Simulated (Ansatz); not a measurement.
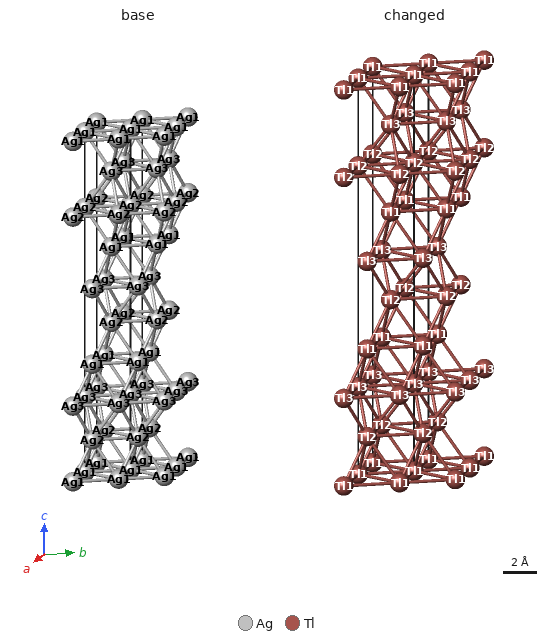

Left: a crystal of Ag (set up in R-3m). Right: the same structure after one change, at the same scale. A ball-and-stick model of the conventional cell (3 times the calculation's cell), repeated 2 × 2 × 1 with one cell outlined, seen slightly off an axis. Lengths and directions refer to the drawn axes.

All numbers below come from DFT r2SCAN, scalar-relativistic, plane waves, PAW (Ansatz). Settings: plane-wave cutoff 500 eV; occupations gaussian; smearing width 0.1 eV; no spin polarisation. The k-mesh is chosen for each cell (18×18×18, 12×12×12).

> Which change leads from the left to the right?

Every silver atom is replaced by thallium, which gives Tl. Cell and atoms are relaxed again (to zero pressure within 0.1 GPa, forces under 0.01 eV/Å).

> What does the change do?

The volume per atom goes from 17.31 to 30.04 Å³. Cell: a = b 2.905 → 3.547 Å (+22.1 %), c 21.322 → 24.812 Å (+16.4 %). Volume +73.5 %. The space group stays R-3m (No. 166).
